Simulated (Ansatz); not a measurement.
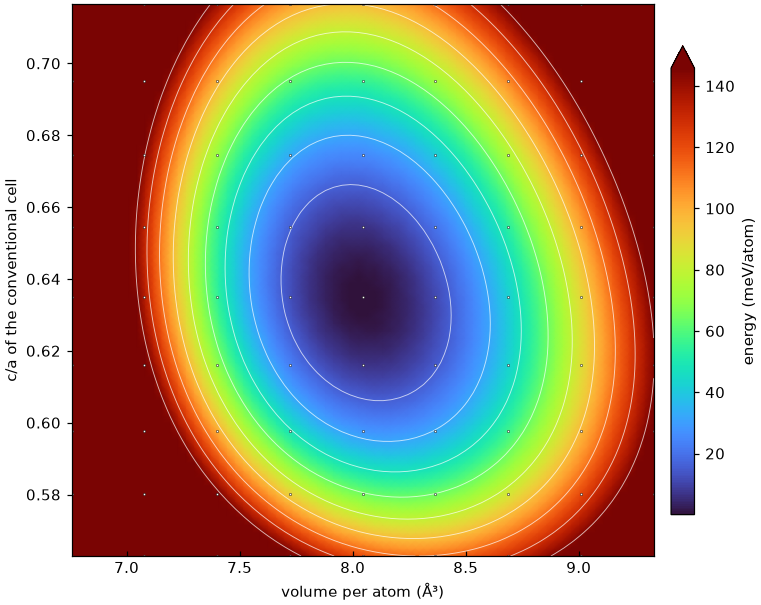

Energy landscape of SiO2 (P4_2/mnm, No. 136; 6 atoms in the cell). 
- The energy is mapped over volume and the cell's shape.
- First axis: volume per atom. Second axis: c/a of the conventional cell.
- Nothing is relaxed (fractional coordinates fixed).
- Grid: 9 × 9 points.
- Points are written as (first, second).
- All energies are given in meV/atom relative to the lowest grid point.
- Theory: DFT PBE, scalar-relativistic, plane waves, PAW (Ansatz). Settings: cutoff 520 eV, k-mesh 6×6×10 in the order of the run's cell vectors, gaussian smearing 0.05 eV, no spin polarisation.

The picture shows a smooth colour map with a few white contour lines, dots at the grid points, one colour for all values above the top of the scale. Between grid points the surface is interpolated. 

> Where are the wells?

The lowest grid point is at (8.044 Å³, 0.635). No other kind of well shows on this grid. The highest grid point, (6.757 Å³, 0.563), lies 466 meV/atom above the lowest. Round the minimum the valley is somewhat tilted: raising volume per atom shifts the best value of c/a of the conventional cell downwards (coupling k₁₂/√(k₁₁k₂₂) about 0.2). The gap on the k-mesh is 5.1 eV at the lowest point and runs from 2.2 to 8.5 eV over the map.

Each point was launched as `ansatz run input.yaml --threads 2 --pin off --max-ram 4096MiB --backend cpu --events-out ev --progress --plain --runs-dir out`. The whole map (81 points run) took 7.1 min on 2 threads of Arm Neoverse N1, with other jobs on the host.

PAW datasets: the set soft_1.
